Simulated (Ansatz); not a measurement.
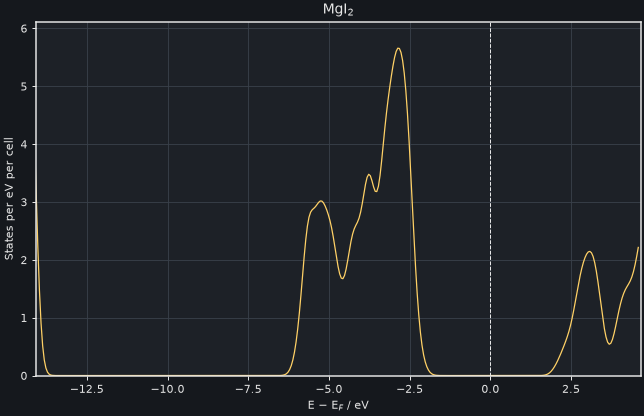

Density of states. Energies are counted from the Fermi level, put mid-gap where there is a gap. The curve is built from the levels of the k mesh with Gaussians 0.4 eV wide, which also blur the band edges.

The Ansatz input:

```
crystal:
  lattice:
    - [4.3929270632, 0.0, 0.0]
    - [-2.1964635316, 3.6002521375, 0.0]
    - [0.0, 0.0, 6.8733251562]
  atoms:
    - { symbol: Mg, position: [0.0, 0.0, 0.0] }
    - { symbol: I, position: [0.3327795647, 0.6655591294, 0.2378096679] }
    - { symbol: I, position: [0.6672204353, 0.3344408706, 0.7621903321] }
kpoints:
  mp_grid: { grid: [6, 6, 4] }
  band_path:
    path:
      - [0.0, 0.0, 0.0]
      - [0.5, 0.0, 0.0]
      - [0.3333333333, 0.3333333333, 0.0]
      - [0.0, 0.0, 0.5]
      - [0.5, 0.0, 0.5]
      - [0.3333333333, 0.3333333333, 0.5]
      - [0.0, 0.46875, 0.260417]
    npoints: 1
hamiltonian:
  xc: hse06
scf:
  occupations: { method: fixed }
  n_extra_bands: 4
output:
  forces: true
  stress: true
  eigenvalues: true
```

Run as:
```bash
ansatz run input.yaml --threads 4 --pin off --max-ram 3686MiB --backend cpu --events-out ev --progress --plain --runs-dir out
```

Q: Is there a gap at the Fermi level, and how wide?

A: There is a gap; over the k points computed it is 4.14 eV (indirect; the smallest direct gap is 4.33 eV).

Q: How wide is the upper valence band?

A: The upper group of valence states starts about 3.9 eV under the valence-band top (which lies at −2.1 eV on this axis), with a gap beneath it; it holds about 12 electrons a cell.

Q: Where is the tallest peak of the filled states in the window?

A: Within the window shown, the tallest peak of the filled states lies 0.8 eV under the valence-band top, at about 5.7 states per eV and cell.

Spin-orbit coupling is left out, which matters for I.
